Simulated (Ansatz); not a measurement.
```
Si
1.0
     7.66719    0.00000    0.00000
     0.00000    7.66719    0.00000
     0.00000    0.00000   23.77690
Si
24
Direct
  0.50000 0.25000 0.35749
  0.50000 0.75000 0.35749
  0.00000 0.25000 0.35749
  0.00000 0.75000 0.35749
  0.50000 0.50000 0.41449
  0.50000 0.00000 0.41449
  0.00000 0.50000 0.41449
  0.00000 0.00000 0.41449
  0.75000 0.50000 0.47150
  0.75000 0.00000 0.47150
  0.25000 0.50000 0.47150
  0.25000 0.00000 0.47150
  0.75000 0.75000 0.52827
  0.75000 0.25000 0.52827
  0.25000 0.75000 0.52827
  0.25000 0.25000 0.52827
  0.00000 0.75000 0.58560
  0.00000 0.25000 0.58560
  0.50000 0.75000 0.58560
  0.50000 0.25000 0.58560
  0.00000 0.00000 0.64199
  0.00000 0.50000 0.64199
  0.50000 0.00000 0.64199
  0.50000 0.50000 0.64199
```

The calculation used DFT PBE+D3(BJ), scalar-relativistic, plane waves, PAW in Ansatz 0.2.0.

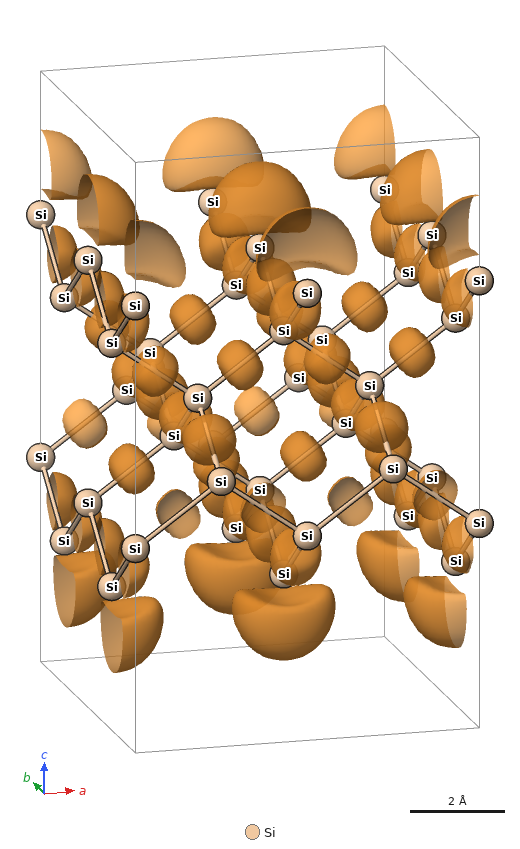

Si (slab). Isosurface of the electron localisation function at 0.85 (orange), seen slightly off an axis. Only the valence region is drawn (cores and ρ < 0.01 e/Å³ removed). Sticks mark near contacts.

In a PAW calculation such maps are meaningful between the atoms, not at the nuclei.

What do the ELF domains correspond to?

Answer. At this value the surface marks out 40 regions between bonded Si–Si atoms and eight lobes on Si, pointing away from the bonds (lone pairs), counted in one cell of 24 atoms. Counts are for one cell; the picture repeats the cell along the surface. Profiles from the grid: Si–Si (2.34 Å): the ELF peaks at about 0.95 between the atoms.

Does the calculation give a band gap?

Answer. It is metallic or semimetallic at this level of theory: no gap opens.
